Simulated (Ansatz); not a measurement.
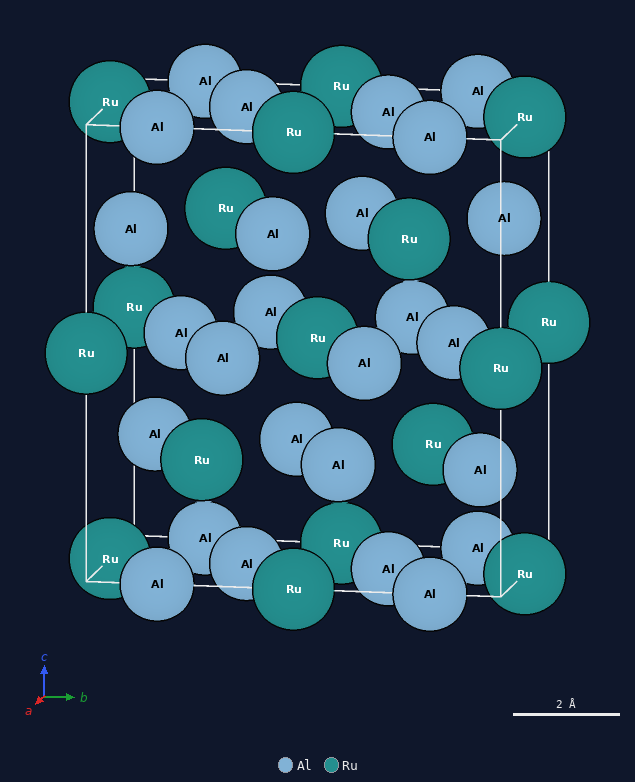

*The structure as given in the input (spheres-only view of the cell 4 times as large as that of the calculation, set on its symmetry axes, seen slightly off an axis).*

# Al2Ru: geometry relaxation (part 1 of 2)

The run: geometry relaxation of Al2Ru (Fddd, 6 atoms in the cell). Method and program: DFT LDA, scalar-relativistic, plane waves, PAW, no spin polarisation (Ansatz 0.2.0).

The structure derives from a Materials Project entry.

### The input
```yaml
crystal:
  lattice:
    - [0.0, 3.9898374997, 4.3915250777]
    - [2.3524746913, 0.0, 4.3915250777]
    - [2.3524746913, 3.9898374997, 0.0]
  atoms:
    - { symbol: Al, position: [0.07906103, 0.42093897, 0.07906103] }
    - { symbol: Al, position: [0.42093897, 0.07906103, 0.42093897] }
    - { symbol: Al, position: [0.17093897, 0.82906103, 0.17093897] }
    - { symbol: Al, position: [0.82906103, 0.17093897, 0.82906103] }
    - { symbol: Ru, position: [0.75, 0.75, 0.75] }
    - { symbol: Ru, position: [0.5, 0.5, 0.5] }
basis:
  ecutwfc: 420
kpoints:
  mp_grid: { grid: [10, 10, 10] }
hamiltonian:
  xc: lda
scf:
  occupations: { method: gaussian, width: 0.01 }
output:
  forces: true
  stress: true
  eigenvalues: true
  write_density: true
  write_potential: true
  elf: true
  volumetric_format: npy
relax:
  adjacent_minimum: "off"
  f_tol: 0.005
  max_steps: 80
  cell: { stress_tol: 0.05 }
```

Run on 2 threads of Oxide Virtual Turin-like (Zen 5), 32 GiB of memory available, shared host.

Launched with:
```bash
ansatz run input.yaml --threads 2 --pin off --max-ram 6144MiB --backend cpu --events-out ev --progress --plain --runs-dir out
```

### Log
```
Engine: ansatz 0.2.0, x86_64-unknown-linux-gnu
Pseudopotentials: kind: paw
Pseudopotential: Al, paw, valence charge 3, recommended cutoff 420 eV (normal), Al.paw.azcp
Pseudopotential: Ru, paw, valence charge 16, recommended cutoff 420 eV (normal), Ru.paw.azcp
Functional definition: SPW92
  exchange = slater_x
  correlation = pw_c
Crystal: 6 atoms, lattice volume = 82.438 Å³
Basis set: ecut = 420 eV, 1625 PW (Γ)
Bands: 28, of which v1, the nominal top of the filled ones, is band 22 counted from 1 (21 counted from 0)
Symmetry: 8 space group operations
Space group: Fddd (ITA 70), of the structure as read, at distance tolerance 4.4e-5 Å
k-points: 171 of 1000
Non-local potential: Al, projectors of the file, l = 0: 2, l = 1: 2, l = 2: 1
Non-local potential: Ru, projectors of the file, l = 0: 3, l = 1: 2, l = 2: 2, l = 3: 1
PAW form: soft (Blöchl's): semilocal exchange-correlation on the pseudo side does not see the compensation charge
PAW frozen core: Al, regenerated for the run's functional, and the local potential with it (the file was generated under x = pbe(κ = 0.804, μ = 0.2195149727645171), c = pbe(β = 0.06672455060314922))
PAW frozen core: Ru, regenerated for the run's functional, and the local potential with it (the file was generated under x = pbe(κ = 0.804, μ = 0.2195149727645171), c = pbe(β = 0.06672455060314922))
PAW one-centre angular grid: Al, 110 points (default); XC on 64 Gauss nodes
PAW one-centre angular grid: Ru, 590 points (default); XC on 64 Gauss nodes
Initial density: superposition of atomic densities (neutral atoms: chi_scale 0, normalization atom), corrected by the library's trained network
Initial wavefunctions: pseudopotential atomic-orbital guess
Functional: x = slater, c = lda
SCF iter   1: F=—  HF=-13572.308096 eV  |F-HF|=—  |Δ(HF+E_count)|=         —  Δρ=6.35e-3  dr2=2.81e-2  ethr=1.77e-3  ⟨swp⟩=7.1  Hψ=22708  notcnv=0
preconditioner: auto → none  [insulator: Δε(μ)=0.133 eV  Ē_g=6.507 eV  σ=0.010 eV  W_gap=1.00  n_scr=16 (ndim 8)  ℏωp=21.6 eV  f_vac=0.000  D(μ)=0.00/eV (n_scr^D=0)  ε∞_Penn≈12.1]
SCF iter   2: F=—  HF=-13572.303853 eV  |F-HF|=—  |Δ(HF+E_count)|=   4.24e-3  Δρ=2.49e-3  dr2=2.23e-3  ethr=6.39e-5  ⟨swp⟩=2.5  Hψ=8187  notcnv=0  defer=248
SCF iter   3: F=—  HF=-13572.303597 eV  |F-HF|=—  |Δ(HF+E_count)|=   2.56e-4  Δρ=5.47e-4  dr2=8.76e-5  ethr=5.06e-6  ⟨swp⟩=2.6  Hψ=7330  notcnv=0  defer=249
SCF iter   4: F=—  HF=-13572.303601 eV  |F-HF|=—  |Δ(HF+E_count)|=   3.47e-6  Δρ=4.63e-5  dr2=1.51e-6  ethr=1.99e-7  ⟨swp⟩=2.5  Hψ=7271  notcnv=0  defer=249
iter 5 did not close the SCF: its close was put off for the readings that it lacked (scf_convergence_deferred on its scf_iter line)
SCF iter   5: F=-13572.303601 eV  HF=-13572.303601 eV  |F-HF|=2.01e-8  |Δ(HF+E_count)|=   9.53e-8  Δρ=9.76e-6  dr2=5.54e-8  ethr=3.43e-9  ⟨swp⟩=2.0  Hψ=7400  notcnv=0  defer=249
SCF iter   6: F=-13572.303601 eV  HF=-13572.303601 eV  |F-HF|=9.09e-12  |Δ(HF+E_count)|=   7.56e-9  Δρ=1.62e-6  dr2=8.90e-10  ethr=1.26e-10  ⟨swp⟩=8.8  Hψ=30648  notcnv=0
SCF 1 converged in 6 iterations: F = -13572.303601 eV  dr2 = 8.90e-10
  greatest PAW one-centre occupation: 0.999 electrons in one spin orbital (limit 2), on the Ru atom at site 5 (counted from 0), in its partial waves of l = 0
relax step   1: F+E_penalty+E_count = -13572.30360052 eV  Δ(F+E_penalty+E_count) = +0.000e0 eV  max|allowed force component| = 5.308e-2 eV/Å  Δτ_max = 0.0000 Å  P = -4.718 GPa  Ω = 82.438 Å³  (6 SCF iters, dr2 threshold 1.00e-7 eV, accepted)
Crystal: 6 atoms, lattice volume = 79.897 Å³
Basis set: ecut = 420 eV, 1589 PW (Γ)
Initial density: handed on by an earlier stage of this run
Initial wavefunctions: those handed on with the density
iter 1 solved again at ethr=6.65e-5 eV; its pass at ethr=3.10e-3 eV (dr2=2.93e-2 eV) is discarded
SCF iter   1: F=—  HF=-13572.340108 eV  |F-HF|=—  |Δ(HF+E_count)|=         —  Δρ=4.44e-3  dr2=2.55e-2  ethr=6.65e-5  ⟨swp⟩=1.5  Hψ=24927  notcnv=0
preconditioner: auto → none  [insulator: Δε(μ)=0.134 eV  Ē_g=6.699 eV  σ=0.010 eV  W_gap=1.00  n_scr=16 (ndim 8)  ℏωp=22.0 eV  f_vac=0.000  D(μ)=0.00/eV (n_scr^D=0)  ε∞_Penn≈11.8]
SCF iter   2: F=—  HF=-13572.335413 eV  |F-HF|=—  |Δ(HF+E_count)|=   4.69e-3  Δρ=1.16e-3  dr2=1.10e-3  ethr=5.79e-5  ⟨swp⟩=2.4  Hψ=7096  notcnv=0
SCF iter   3: F=—  HF=-13572.335066 eV  |F-HF|=—  |Δ(HF+E_count)|=   3.47e-4  Δρ=2.65e-4  dr2=3.52e-5  ethr=2.50e-6  ⟨swp⟩=2.5  Hψ=8306  notcnv=0
SCF iter   4: F=—  HF=-13572.335048 eV  |F-HF|=—  |Δ(HF+E_count)|=   1.82e-5  Δρ=2.43e-5  dr2=1.92e-7  ethr=7.99e-8  ⟨swp⟩=2.2  Hψ=7077  notcnv=0
iter 5 did not close the SCF: its close was put off for the readings that it lacked (scf_convergence_deferred on its scf_iter line)
SCF iter   5: F=-13572.335048 eV  HF=-13572.335048 eV  |F-HF|=5.26e-10  |Δ(HF+E_count)|=   2.43e-8  Δρ=3.23e-6  dr2=2.86e-9  ethr=4.37e-10  ⟨swp⟩=2.6  Hψ=7984  notcnv=0
SCF iter   6: F=-13572.335048 eV  HF=-13572.335048 eV  |F-HF|=1.22e-10  |Δ(HF+E_count)|=  2.46e-10  Δρ=4.09e-7  dr2=1.72e-10  ethr=6.50e-12  ⟨swp⟩=4.4  Hψ=25245  notcnv=0
the search or the solves at the SCF's close seem to have found levels that the self-consistency loop had missed (the run counts 1). By its estimate they hold under 1e-12 electrons; where the run keeps them, the occupations were computed again with them
SCF 2 converged in 6 iterations: F = -13572.335048 eV  dr2 = 1.72e-10
relax step   2: F+E_penalty+E_count = -13572.33504763 eV  Δ(F+E_penalty+E_count) = -3.145e-2 eV  max|allowed force component| = 1.601e-3 eV/Å  Δτ_max = 0.0006 Å  P = +1.025 GPa  Ω = 79.897 Å³  energy of the carried Pulay correction = +8.460e-4 eV  (6 SCF iters, dr2 threshold 6.00e-7 eV, accepted)
Crystal: 6 atoms, lattice volume = 80.346 Å³
Basis set: ecut = 420 eV, 1597 PW (Γ)
iter 1 solved again at ethr=2.10e-6 eV; its pass at ethr=3.10e-3 eV (dr2=9.22e-4 eV) is discarded
SCF iter   1: F=—  HF=-13572.336538 eV  |F-HF|=—  |Δ(HF+E_count)|=         —  Δρ=8.50e-4  dr2=9.72e-4  ethr=2.10e-6  ⟨swp⟩=2.3  Hψ=25129  notcnv=0
preconditioner: auto → none  [insulator: Δε(μ)=0.065 eV  Ē_g=6.670 eV  σ=0.010 eV  W_gap=1.00  n_scr=16 (ndim 8)  ℏωp=21.9 eV  f_vac=0.000  D(μ)=0.00/eV (n_scr^D=0)  ε∞_Penn≈11.8]
SCF iter   2: F=—  HF=-13572.336365 eV  |F-HF|=—  |Δ(HF+E_count)|=   1.73e-4  Δρ=2.16e-4  dr2=3.73e-5  ethr=2.10e-6  ⟨swp⟩=2.3  Hψ=6041  notcnv=0
SCF iter   3: F=—  HF=-13572.336351 eV  |F-HF|=—  |Δ(HF+E_count)|=   1.39e-5  Δρ=5.55e-5  dr2=2.19e-6  ethr=8.47e-8  ⟨swp⟩=2.3  Hψ=6676  notcnv=0
iter 4 did not close the SCF: its close was put off for the readings that it lacked (scf_convergence_deferred on its scf_iter line)
SCF iter   4: F=-13572.336351 eV  HF=-13572.336351 eV  |F-HF|=3.33e-8  |Δ(HF+E_count)|=   8.31e-7  Δρ=8.91e-6  dr2=4.60e-8  ethr=4.97e-9  ⟨swp⟩=2.4  Hψ=7200  notcnv=0
iter 5 did not close the SCF: its close was put off for the readings that it lacked (scf_convergence_deferred on its scf_iter line)
SCF iter   5: F=-13572.336351 eV  HF=-13572.336351 eV  |F-HF|=1.89e-10  |Δ(HF+E_count)|=   9.40e-9  Δρ=1.16e-6  dr2=5.32e-10  ethr=1.04e-10  ⟨swp⟩=2.2  Hψ=8398  notcnv=0
SCF iter   6: F=-13572.336351 eV  HF=-13572.336351 eV  |F-HF|=9.09e-12  |Δ(HF+E_count)|=  6.37e-11  Δρ=2.82e-7  dr2=2.72e-11  ethr=1.21e-12  ⟨swp⟩=4.0  Hψ=23603  notcnv=0
SCF 3 converged in 6 iterations: F = -13572.336351 eV  dr2 = 2.72e-11
relax step   3: F+E_penalty+E_count = -13572.33635062 eV  Δ(F+E_penalty+E_count) = -1.303e-3 eV  max|allowed force component| = 6.071e-3 eV/Å  Δτ_max = 0.0004 Å  P = -0.044 GPa  Ω = 80.346 Å³  energy of the carried Pulay correction = +6.947e-4 eV  (6 SCF iters, dr2 threshold 6.00e-7 eV, accepted)
Crystal: 6 atoms, lattice volume = 80.343 Å³
iter 1 solved again at ethr=1.16e-8 eV; its pass at ethr=3.10e-3 eV (dr2=5.10e-6 eV) is discarded
SCF iter   1: F=—  HF=-13572.336359 eV  |F-HF|=—  |Δ(HF+E_count)|=         —  Δρ=6.04e-5  dr2=5.05e-6  ethr=1.16e-8  ⟨swp⟩=2.0  Hψ=24084  notcnv=0
preconditioner: auto → none  [insulator: Δε(μ)=0.075 eV  Ē_g=6.670 eV  σ=0.010 eV  W_gap=1.00  n_scr=16 (ndim 8)  ℏωp=21.9 eV  f_vac=0.000  D(μ)=0.00/eV (n_scr^D=0)  ε∞_Penn≈11.8]
SCF iter   2: F=—  HF=-13572.336358 eV  |F-HF|=—  |Δ(HF+E_count)|=   1.31e-6  Δρ=1.79e-5  dr2=1.86e-7  ethr=1.15e-8  ⟨swp⟩=2.4  Hψ=6911  notcnv=0
iter 3 did not close the SCF: its close was put off for the readings that it lacked (scf_convergence_deferred on its scf_iter line)
SCF iter   3: F=-13572.336358 eV  HF=-13572.336358 eV  |F-HF|=2.50e-9  |Δ(HF+E_count)|=   4.63e-8  Δρ=5.06e-6  dr2=1.05e-8  ethr=4.24e-10  ⟨swp⟩=2.1  Hψ=7505  notcnv=0
iter 4 did not close the SCF: its close was put off for the readings that it lacked (scf_convergence_deferred on its scf_iter line)
SCF iter   4: F=-13572.336358 eV  HF=-13572.336358 eV  |F-HF|=5.09e-11  |Δ(HF+E_count)|=   1.50e-9  Δρ=3.97e-7  dr2=8.88e-11  ethr=2.38e-11  ⟨swp⟩=1.6  Hψ=5625  notcnv=0
iter 5 did not close the SCF: its close was put off for the readings that it lacked (scf_convergence_deferred on its scf_iter line)
SCF iter   5: F=-13572.336358 eV  HF=-13572.336358 eV  |F-HF|=7.28e-12  |Δ(HF+E_count)|=    0.00e0  Δρ=8.84e-8  dr2=4.32e-12  ethr=1.00e-12  ⟨swp⟩=1.1  Hψ=4810  notcnv=0
SCF iter   6: F=-13572.336358 eV  HF=-13572.336358 eV  |F-HF|=7.28e-12  |Δ(HF+E_count)|=    0.00e0  Δρ=1.84e-8  dr2=1.96e-13  ethr=1.00e-12  ⟨swp⟩=3.9  Hψ=18920  notcnv=0
SCF 4 converged in 6 iterations: F = -13572.336358 eV  dr2 = 1.96e-13
relax step   4: F+E_penalty+E_count = -13572.33635807 eV  Δ(F+E_penalty+E_count) = -7.452e-6 eV  max|allowed force component| = 4.023e-3 eV/Å  Δτ_max = 0.0008 Å  P = -0.025 GPa  Ω = 80.343 Å³  energy of the carried Pulay correction = +6.955e-4 eV  (6 SCF iters, accepted)
Crystal: 6 atoms, lattice volume = 80.331 Å³
iter 1 solved again at ethr=2.73e-9 eV; its pass at ethr=3.10e-3 eV (dr2=1.20e-6 eV) is discarded
SCF iter   1: F=—  HF=-13572.336369 eV  |F-HF|=—  |Δ(HF+E_count)|=         —  Δρ=3.22e-5  dr2=1.15e-6  ethr=2.73e-9  ⟨swp⟩=2.0  Hψ=24402  notcnv=0
preconditioner: auto → none  [insulator: Δε(μ)=0.078 eV  Ē_g=6.670 eV  σ=0.010 eV  W_gap=1.00  n_scr=16 (ndim 8)  ℏωp=21.9 eV  f_vac=0.000  D(μ)=0.00/eV (n_scr^D=0)  ε∞_Penn≈11.8]
SCF iter   2: F=—  HF=-13572.336368 eV  |F-HF|=—  |Δ(HF+E_count)|=   2.22e-7  Δρ=9.46e-6  dr2=5.45e-8  ethr=2.61e-9  ⟨swp⟩=2.5  Hψ=6529  notcnv=0
iter 3 did not close the SCF: its close was put off for the readings that it lacked (scf_convergence_deferred on its scf_iter line)
SCF iter   3: F=-13572.336368 eV  HF=-13572.336368 eV  |F-HF|=2.28e-9  |Δ(HF+E_count)|=   1.77e-8  Δρ=2.36e-6  dr2=3.43e-9  ethr=1.24e-10  ⟨swp⟩=2.1  Hψ=7435  notcnv=0
iter 4 did not close the SCF: its close was put off for the readings that it lacked (scf_convergence_deferred on its scf_iter line)
SCF iter   4: F=-13572.336368 eV  HF=-13572.336368 eV  |F-HF|=2.91e-11  |Δ(HF+E_count)|=  7.91e-10  Δρ=3.41e-7  dr2=5.70e-11  ethr=7.81e-12  ⟨swp⟩=2.3  Hψ=6640  notcnv=0
iter 5 did not close the SCF: its close was put off for the readings that it lacked (scf_convergence_deferred on its scf_iter line)
SCF iter   5: F=-13572.336368 eV  HF=-13572.336368 eV  |F-HF|=3.64e-12  |Δ(HF+E_count)|=  3.64e-12  Δρ=6.17e-8  dr2=1.28e-12  ethr=1.00e-12  ⟨swp⟩=1.1  Hψ=4807  notcnv=0
iter 6 did not close the SCF: its close was put off for the readings that it lacked (scf_convergence_deferred on its scf_iter line)
SCF iter   6: F=-13572.336368 eV  HF=-13572.336368 eV  |F-HF|=3.64e-12  |Δ(HF+E_count)|=    0.00e0  Δρ=1.29e-8  dr2=5.94e-14  ethr=1.00e-12  ⟨swp⟩=1.0  Hψ=4788  notcnv=0
SCF iter   7: F=-13572.336368 eV  HF=-13572.336368 eV  |F-HF|=5.46e-12  |Δ(HF+E_count)|=  1.82e-12  Δρ=3.15e-9  dr2=9.42e-15  ethr=1.00e-12  ⟨swp⟩=3.0  Hψ=15770  notcnv=0
SCF 5 converged in 7 iterations: F = -13572.336368 eV  dr2 = 9.42e-15
relax step   5: F+E_penalty+E_count = -13572.33636827 eV  Δ(F+E_penalty+E_count) = -1.019e-5 eV  max|allowed force component| = 2.374e-4 eV/Å  Δτ_max = 0.0002 Å  P = +0.001 GPa  Ω = 80.331 Å³  energy of the carried Pulay correction = +6.995e-4 eV  (7 SCF iters, accepted)
Initial wavefunctions: pseudopotential atomic-orbital guess (no wavefunctions were taken with the density)
iter 1 solved again at ethr=1.19e-7 eV; its pass at ethr=3.10e-3 eV (dr2=5.24e-5 eV) is discarded
SCF iter   1: F=—  HF=-13572.335786 eV  |F-HF|=—  |Δ(HF+E_count)|=         —  Δρ=1.85e-5  dr2=3.10e-8  ethr=1.19e-7  ⟨swp⟩=3.0  Hψ=35424  notcnv=0
SCF iter   2: F=—  HF=-13572.335785 eV  |F-HF|=—  |Δ(HF+E_count)|=   3.84e-7  Δρ=9.20e-6  dr2=6.17e-9  ethr=7.04e-11  ⟨swp⟩=2.2  Hψ=7442  notcnv=0
iter 3 did not close the SCF: its close was put off for the readings that it lacked (scf_convergence_deferred on its scf_iter line)
SCF iter   3: F=-13572.335785 eV  HF=-13572.335785 eV  |F-HF|=1.26e-10  |Δ(HF+E_count)|=   2.68e-8  Δρ=6.33e-7  dr2=4.73e-11  ethr=1.40e-11  ⟨swp⟩=2.2  Hψ=7314  notcnv=0
iter 4 did not close the SCF: its close was put off for the readings that it lacked (scf_convergence_deferred on its scf_iter line)
SCF iter   4: F=-13572.335785 eV  HF=-13572.335785 eV  |F-HF|=7.28e-12  |Δ(HF+E_count)|=  1.33e-10  Δρ=9.67e-8  dr2=7.24e-12  ethr=1.00e-12  ⟨swp⟩=1.3  Hψ=4848  notcnv=0
iter 5 did not close the SCF: its close was put off for the readings that it lacked (scf_convergence_deferred on its scf_iter line)
SCF iter   5: F=-13572.335785 eV  HF=-13572.335785 eV  |F-HF|=5.46e-12  |Δ(HF+E_count)|=  1.82e-12  Δρ=1.67e-8  dr2=1.77e-13  ethr=1.00e-12  ⟨swp⟩=1.0  Hψ=4788  notcnv=0
iter 6 did not close the SCF: its close was put off for the readings that it lacked (scf_convergence_deferred on its scf_iter line)
SCF iter   6: F=-13572.335785 eV  HF=-13572.335785 eV  |F-HF|=3.64e-12  |Δ(HF+E_count)|=  1.82e-12  Δρ=4.08e-9  dr2=5.16e-15  ethr=1.00e-12  ⟨swp⟩=1.0  Hψ=4788  notcnv=0
SCF iter   7: F=-13572.335785 eV  HF=-13572.335785 eV  |F-HF|=1.82e-12  |Δ(HF+E_count)|=  1.82e-12  Δρ=8.29e-10  dr2=3.45e-16  ethr=1.00e-12  ⟨swp⟩=2.0  Hψ=14015  notcnv=0
SCF 6 converged in 7 iterations: F = -13572.335785 eV  dr2 = 3.45e-16
relax step   6: F+E_penalty+E_count = -13572.33578546 eV  Δ(F+E_penalty+E_count) = +5.828e-4 eV  max|allowed force component| = 2.729e-4 eV/Å  Δτ_max = 0.0000 Å  P = -0.015 GPa  Ω = 80.331 Å³  stress off target by 2.00e-2 GPa  SCF on the basis re-selected at this cell (its energy is not comparable with the rows above)  (7 SCF iters)
```
